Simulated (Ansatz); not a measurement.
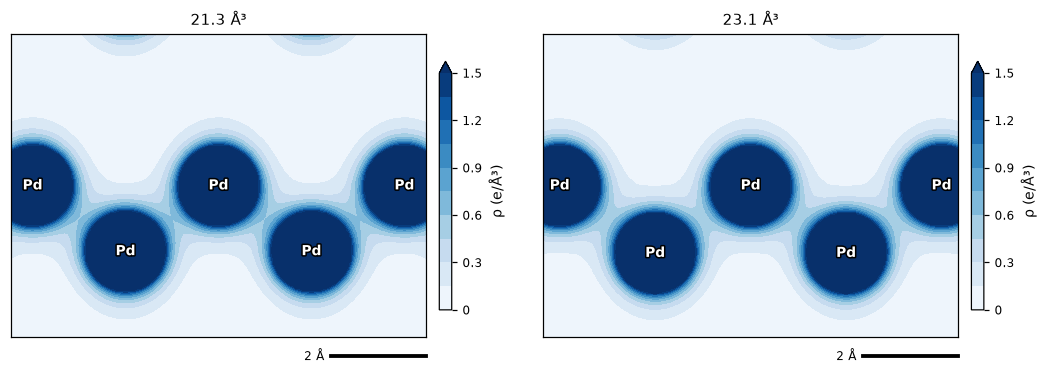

Pd. The valence charge density (pseudo) of cells scaled evenly to different volumes (given per atom above each panel), on the (101̄) plane of each (indices in the axes of the cell below), at one length scale and on one colour scale.

A generated structure, not necessarily the stable one.

Theory: DFT, LDA (PW92), plane waves (420 eV) with PAW, scalar-relativistic (Ansatz).

The density is the valence pseudo-density of a PAW calculation; it isn't the true density close to the nuclei.

The largest cell:

```
Pd
1.0
     0.00000    2.84610    2.84610
     2.84610    0.00000    2.84610
     2.84610    2.84610    0.00000
Pd
2
Direct
  0.12500 0.12500 0.12500
  0.87500 0.87500 0.87500
```

| volume (Å³/atom) | Pd–Pd contact in the plane (Å) | ρ at its midpoint (e/Å³) | pressure (GPa) | 
| --- | --- | --- | --- |
| 21.28 | 2.400 | 0.599 | 4.3 | 
| 22.17 | 2.433 | ? | ? | 
| 23.05 | 2.465 | 0.523 | −3.4 | 

### What values belong in the row with question marks?

Over the known rows ln ρ falls by 2.09 per Å of Pd–Pd distance (the line through the two), which gives 0.559 e/Å³ at 2.433 Å; the calculation gives 0.560 e/Å³. For the pressure, a straight line in volume between the neighbouring rows gives 0.4 GPa; the calculation gives −0.1, lower because pressure rises ever faster on compression.
